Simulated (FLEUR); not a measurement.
System: Si (space group I4_1/amd).

Calculation (FLEUR MaX-R8.1 (later development tree)): all-electron LAPW DFT, no spin polarisation; energies at scaled volumes of the given cell, shape and fractions fixed, counted from the fit's minimum, third-order Birch-Murnaghan fit. All runs: no spin polarisation.

k mesh 11×11×11; occupations Fermi–Dirac; smearing width 0.05 eV; potentials all electron.

Predict the energy against volume, with one curve for each functional. The cases: SCAN; LDA.

The fitted equilibrium volumes, smallest first, are LDA 14.825, SCAN 14.981 Å³/atom. The fitted bulk moduli, smallest first, are LDA 116.8, SCAN 119.1 GPa.

SCAN:
| volume (Å³/atom) | energy (meV/atom) |
| --- | --- |
| 14.053 | 24.02 |
| 14.352 | 10.62 |
| 14.950 | 0.03 |
| 15.548 | 7.45 |
| 15.847 | 16.80 |

LDA:
| volume (Å³/atom) | energy (meV/atom) |
| --- | --- |
| 14.053 | 16.21 |
| 14.352 | 5.85 |
| 14.950 | 0.37 |
| 15.548 | 11.75 |
| 15.847 | 22.63 |

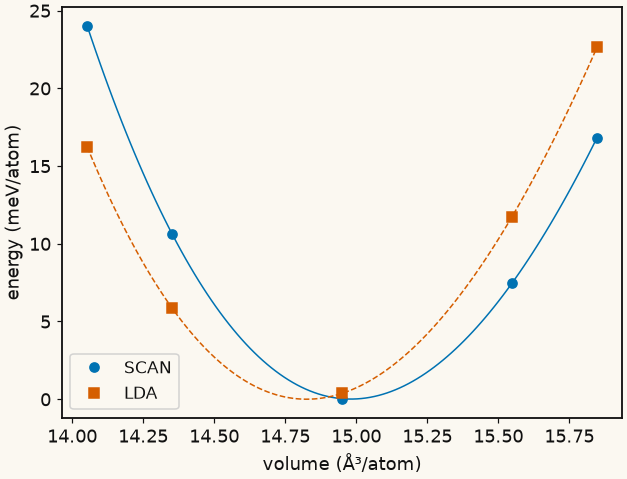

Caveats: shape and atomic fractions are frozen while scaling, which makes layered, chain and framework solids too stiff.
